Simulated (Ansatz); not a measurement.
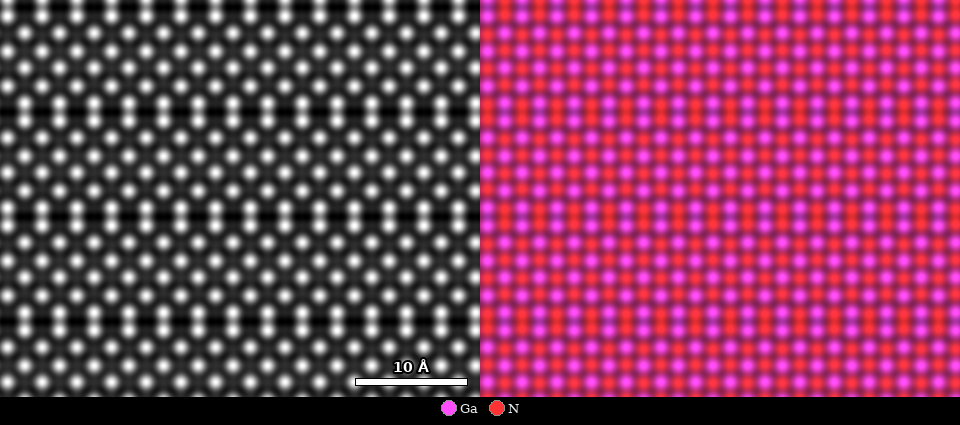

Cross-section of a stack of layers of composition GaN, seen along a direction in its plane, the normal pointing up. Simulated as the projected potential of neutral atoms (B = 0.5 Å²) blurred by a 1.20 Å probe, the thin-sample limit of integrated differential phase contrast. Structure: the end point of a relaxation (final pressure about 1.4 GPa) with DFT PBEsol, scalar-relativistic, plane waves, PAW (Ansatz). The right panel is a simulated map of the elements in the same area (atoms counted along the beam, one colour per element).

> What is the period along the normal, and which planes follow each other within it?

The stack repeats every 19.2 Å with 12 planes (atoms within 0.35 Å in height count as one), going down and then starting over: GaN, GaN, GaN, GaN, GaN, GaN, GaN, GaN, GaN, GaN, GaN, GaN. The spacings between them run from 1.5 to 1.6 Å.
